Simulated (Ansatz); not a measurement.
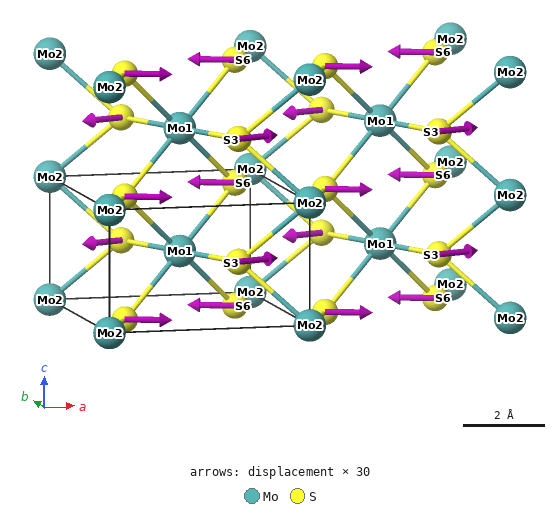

This is a relaxation of a crystal of MoS2 (built on the MgF2-58 type type). The starting structure is drawn; purple arrows show the displacements (the part carried along by the change of the cell is left out), magnified 30 times.

Style: ball-and-stick. Shown: the cell of the calculation, repeated 2 × 1 × 2 with one cell outlined, slightly off an axis.

The calculation used DFT, r2SCAN+rVV10, plane waves, PAW (Ansatz 0.2.0).

Input
```yaml
crystal:
  lattice:
    - [5.1656227904, 0.0, 0.0]
    - [0.0, 5.9480666636, 0.0]
    - [0.0, 0.0, 3.1014637968]
  atoms:
    - { symbol: Mo, position: [0.5, 0.5, 0.5] }
    - { symbol: Mo, position: [0.0, 0.0, 0.0] }
    - { symbol: S, position: [0.6846879316, 0.1361818647, 0.5] }
    - { symbol: S, position: [0.3153120684, 0.8638181353, 0.5] }
    - { symbol: S, position: [0.1846879316, 0.3638181353, 0.0] }
    - { symbol: S, position: [0.8153120684, 0.6361818647, 0.0] }
kpoints:
  mp_grid: { grid: [4, 4, 8] }
hamiltonian:
  xc: r2scan
  dispersion: rvv10
scf:
  occupations: { method: fermi_dirac, width: 0.03 }
relax:
  f_tol: 0.01
  cell: {}
  max_steps: 120
output:
  write_density: true
  write_potential: true
  elf: true
  volumetric_format: npy
```

Launched with:
```bash
ansatz run input.yaml --threads 2 --pin off --max-ram 29491MiB --backend cpu --events-out ev --progress --plain --runs-dir out
```

### What did the optimiser do to the structure, and how much energy did it gain?

After 5 accepted moves (7 points after the start) the energy has fallen by 7.0 meV per atom. The largest force component goes from 0.082 to 0.00034 eV/Å. The pressure goes from 3.69 to 0.00 GPa. The line search rejected the trial step at point 4 of the run. At 1 point the geometry stayed and the basis and grid were re-selected for the new cell (energy shift of 0.1 meV per atom at most each time). The largest moves relative to the cell, 0.040 Å, are those of S3, S4, S5 and S6. S4 goes along [−3 −1 0]. Mo stays in place. Cell: a 5.166 → 5.213 Å (+0.9 %), b 5.948 → 5.987 Å (+0.7 %), c 3.101 → 3.155 Å (+1.7 %). Volume +3.3 %. Among the contacts that change: Mo1–S3 2.365 → 2.384 Å, Mo1–S5 2.390 → 2.399 Å. The space group stays Pnnm (No. 58). Cost: 91 s on 2 threads of AMD EPYC 7R13 Processor (Zen 3), on a shared host, peak memory 0.78 GiB.
